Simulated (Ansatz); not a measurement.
## Run report: W, single-point calculation

System: W (Im-3m, 1 atom in the cell).
Method: DFT PBE, scalar-relativistic, plane waves, PAW, no spin polarisation (Ansatz 0.2.0).

The structure derives from an entry of the Crystallography Open Database.

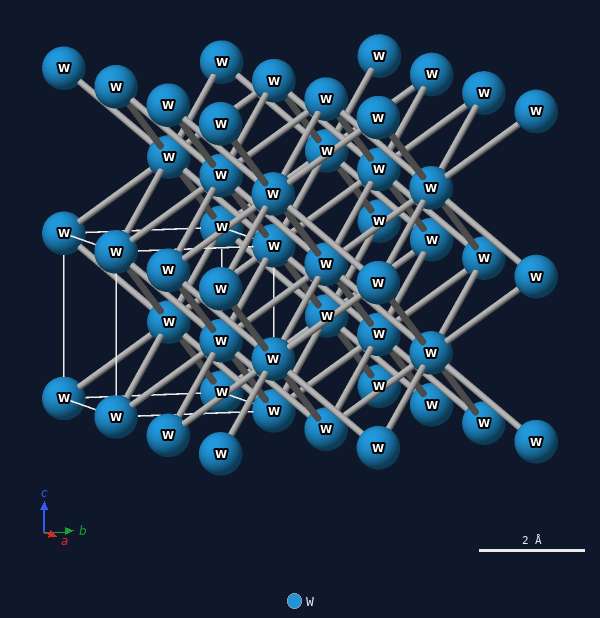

*The structure (ball-and-stick view of the cell 2 times as large as that of the calculation, set on its symmetry axes, repeated 3 × 2 × 2, seen slightly off an axis).*

### Results in brief

| quantity | value |
| --- | --- |
| outcome | converged |
| space group (tolerance 0.01 Å) | Im-3m (229) |
| electrons treated | 14 |
| free energy | −10384.8252 eV |
| Fermi energy | 21.946 eV |
| gap on the k-point mesh | none (metallic) |
| pressure | −3.04 GPa |
| largest force (length of the vector) | under 0.001 eV/Å |
| hardware | 1 thread of Arm Neoverse V2, 24 GiB of memory available, shared host |
| wall time | 4 s |
| peak memory | 0.34 GiB |

Spin–orbit coupling is left out, which matters for W.

### Input
```yaml
crystal:
  lattice:
    - [-1.5973, 1.5973, 1.5973]
    - [1.5973, -1.5973, 1.5973]
    - [1.5973, 1.5973, -1.5973]
  atoms:
    - { symbol: W, position: [0.0, 0.0, 0.0] }
basis:
  ecutwfc: 420
kpoints:
  mp_grid: { grid: [24, 24, 24] }
hamiltonian:
  xc: pbe
scf:
  occupations: { method: gaussian, width: 0.15 }
output:
  forces: true
  stress: true
  eigenvalues: true
  write_density: true
  write_potential: true
  elf: true
  volumetric_format: npy
```

Run as:
```bash
ansatz run input.yaml --threads 1 --pin off --max-ram 2560MiB --backend cpu --events-out ev --progress --plain --runs-dir out
```

### Log
```
Engine: ansatz 0.2.0, aarch64-unknown-linux-gnu
Pseudopotentials: kind: paw
Pseudopotential: W, paw, valence charge 14, recommended cutoff 420 eV (normal), W.paw.azcp
Functional definition: PBE
  parameter kappa = 0.804
  parameter beta = 0.06672455060314922
  exchange = pbe_x(kappa = kappa, mu = beta*pi^2/3)
  correlation = pbe_c(beta = beta)
Crystal: 1 atoms, lattice volume = 16.301 Å³
Basis set: ecut = 420 eV, 321 PW (Γ), exchange–correlation on 40×40×40 points (8 copies of the dense FFT grid, shifted against one another)
Bands: 11, of which v1, the nominal top of the filled ones, is band 7 counted from 1 (6 counted from 0)
Symmetry: 48 space group operations
Space group: Im-3m (ITA 229), of the structure as read, at distance tolerance 2.5e-5 Å
k-points: 413 of 13824
Non-local potential: W, projectors of the file, l = 0: 3, l = 1: 2, l = 2: 2, l = 3: 1
PAW form: soft (Blöchl's): semilocal exchange-correlation on the pseudo side does not see the compensation charge
PAW one-centre angular grid: W, 590 points (default); XC on 64 Gauss nodes
Initial density: superposition of atomic densities (neutral atoms: chi_scale 0, normalization atom), corrected by the library's trained network
Initial wavefunctions: pseudopotential atomic-orbital guess
Functional: x = pbe(κ = 0.804, μ = 0.2195149727645171), c = pbe(β = 0.06672455060314922)
SCF iter   1: F=—  HF=-10384.825417 eV  |F-HF|=—  |Δ(HF+E_count)|=         —  Δρ=1.54e-3  dr2=1.27e-4  ethr=1.77e-3  ⟨swp⟩=5.0  Hψ=24000  notcnv=0
preconditioner: auto → none  [metal: Δε(μ)=0.008 eV  Ē_g=8.795 eV  σ=0.150 eV  W_gap=0.03  n_scr=0 (ndim 8)  ℏωp=22.5 eV  f_vac=0.000  D(μ)=0.38/eV (n_scr^D=0)]
SCF iter   2: F=—  HF=-10384.825196 eV  |F-HF|=—  |Δ(HF+E_count)|=   2.21e-4  Δρ=8.07e-4  dr2=3.29e-5  ethr=9.08e-7  ⟨swp⟩=2.2  Hψ=10257  notcnv=0
SCF iter   3: F=—  HF=-10384.825226 eV  |F-HF|=—  |Δ(HF+E_count)|=   2.95e-5  Δρ=1.80e-4  dr2=4.08e-6  ethr=2.35e-7  ⟨swp⟩=2.0  Hψ=7005  notcnv=0
SCF iter   4: F=—  HF=-10384.825224 eV  |F-HF|=—  |Δ(HF+E_count)|=   1.91e-6  Δρ=5.27e-5  dr2=1.70e-7  ethr=2.91e-8  ⟨swp⟩=2.0  Hψ=6617  notcnv=0
SCF iter   5: F=—  HF=-10384.825224 eV  |F-HF|=—  |Δ(HF+E_count)|=   1.89e-8  Δρ=4.06e-5  dr2=1.88e-7  ethr=1.21e-9  ⟨swp⟩=1.0  Hψ=4523  notcnv=0
SCF iter   6: F=-10384.825224 eV  HF=-10384.825224 eV  |F-HF|=1.62e-8  |Δ(HF+E_count)|=   8.00e-8  Δρ=1.29e-5  dr2=1.94e-8  ethr=7.14e-10  ⟨swp⟩=6.1  Hψ=25074  notcnv=0
SCF 1 converged in 6 iterations: F = -10384.825224 eV  dr2 = 1.94e-8
  greatest PAW one-centre occupation: 1.000 electrons in one spin orbital (limit 2), on the W atom at site 0 (counted from 0), in its partial waves of l = 0
```

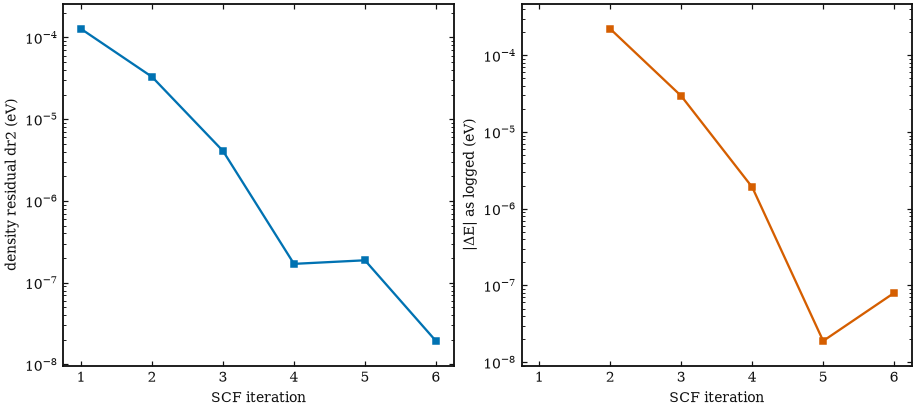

*Convergence of the self-consistent field: density residual dr2 and size of the energy change against the SCF iteration.*

The residual falls almost steadily, with no more than small rises.

```
SCF converged after 6 iterations
Free energy (F): -10384.825224 eV
Harris-Foulkes:  -10384.825224 eV  (|F-HF|=1.62e-8)
Internal energy: -10384.820933 eV  (E = F + TS)
E sigma→0 (E₀):  -10384.823078 eV
Entropy (-TS):   -0.004291 eV (-4.291 meV/atom)
Fermi energy:    21.946311 eV
--- Per-component energies (eV) ---
  E_band       = -91.010523
  E_kinetic    = 448.981437
  E_local      = -617.891422  (includes V_loc(G=0)·N_el)
  E_nonlocal   = 0.198540
  E_hartree    = 220.457846
  E_xc         = -266.653745
  E_vxc        = -238.408017  (∫ρ·V_xc dr)
  E_paw        = -8562.338299  (= ΣΔE_a)
  E_vpaw       = -124.810588  (= ΣTr[D̂ρ^β])
  E_aug_tail   = -0.000067  (compensation charges beyond the density's cutoff)
  E_ewald      = -1607.575222
  E_smearing   = -0.004291  (= −TS)
  E_closure    = 0.000000  (closes the sum)
  Σ components = -10384.825224   (vs F -10384.825224, Δ=0.00e0)
--- Forces (eV/Å), atoms counted from 1 ---
  atom   1  W      0.00000000    -0.00000000     0.00000000
  max |Σ_I F_I| component: 2.88e-32 eV/Å
--- Stress (GPa, compression-positive) ---
       -3.039144      -0.000000      -0.000000
        0.000000      -3.039144      -0.000000
       -0.000000      -0.000000      -3.039144
  P = ⅓ Tr σ = -3.0391 GPa (-30.391 kbar)
--- Band table (eV; the first three rows and the last of 413) ---
  k-point 0: bands = ["-52.2292", "-15.8690", "-15.8690", "-15.8690", "12.4414", "20.7222", "20.7222", "20.7222", "24.1004", "24.1004", "36.3619"]
  k-point 1: bands = ["-52.2272", "-15.8906", "-15.8758", "-15.8691", "12.5232", "20.6726", "20.7123", "20.8009", "24.0189", "24.1012", "36.4316"]
  k-point 2: bands = ["-52.2213", "-15.9537", "-15.8956", "-15.8693", "12.7640", "20.5306", "20.6736", "21.0354", "23.8152", "24.1057", "36.6220"]
  k-point 412: bands = ["-52.0209", "-16.6968", "-16.6968", "-16.6968", "16.2985", "16.2985", "26.8741", "26.8741", "26.8741", "29.9394", "29.9394"]
```

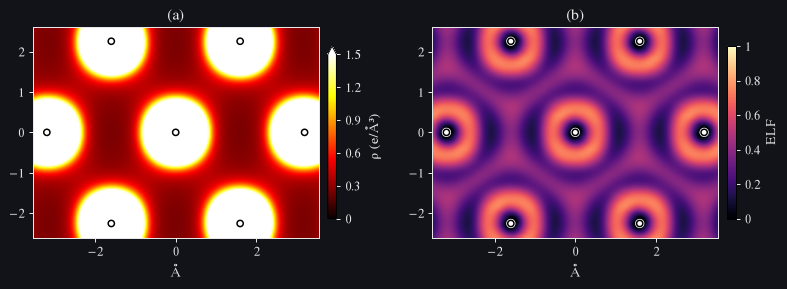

*(a) valence pseudo-density; (b) ELF on the (101̄) plane of the conventional cell. Circles mark the nuclei in the plane (W).*

The section cuts through W sites. W–W (2.77 Å): ρ at the midpoint is about 0.4 e/Å³; the ELF is about 0.40 at the midpoint, as expected for metallic bonding. Away from the nuclei the density in this plane falls to 0.26 e/Å³ at its lowest. The strong features right at W lie inside the PAW spheres (semicore, d or f shells) and say nothing about bonding. Core electrons are frozen (PAW), so the fields are smoothed inside the atomic spheres.

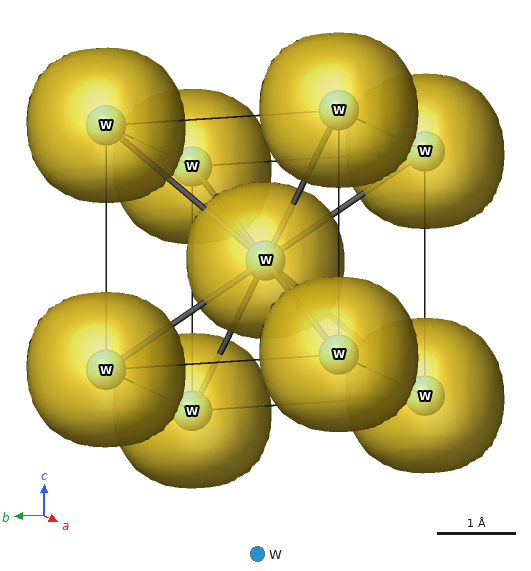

*Isosurface of the valence pseudo-density at 0.6 e/Å³ (yellow), seen at an oblique angle. Sticks mark near contacts. The outline is the cell set on symmetry axes.*

At this value the density breaks into separate islands; it holds about 70 % of the electrons treated as valence (semicore included). It is pinched off along the W–W (2.77 Å) contacts. On the grid the lowest density along these lines, outside the cores, is 0.4 e/Å³ (W–W, 2.77 Å).

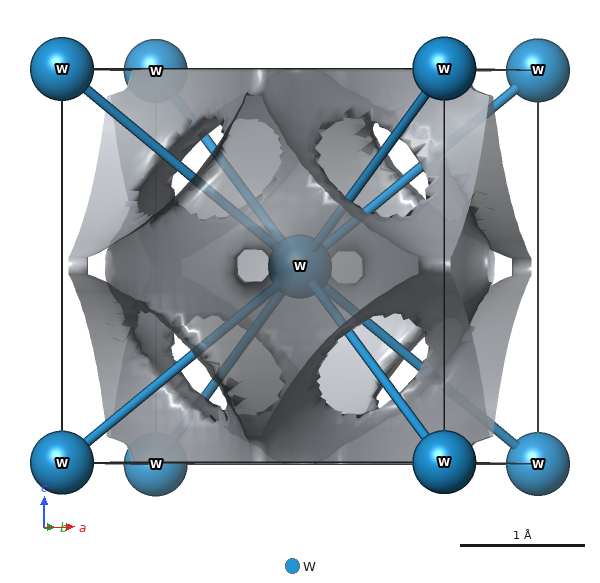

*Isosurface of the ELF at 0.4 (grey), seen at an oblique angle. Only the valence region is drawn (cores and ρ < 0.01 e/Å³ removed). Sticks mark near contacts. The outline is the cell set on symmetry axes.*

Values along the shortest contacts: W–W (2.77 Å): the ELF is about 0.40 at the midpoint (metallic bonding.
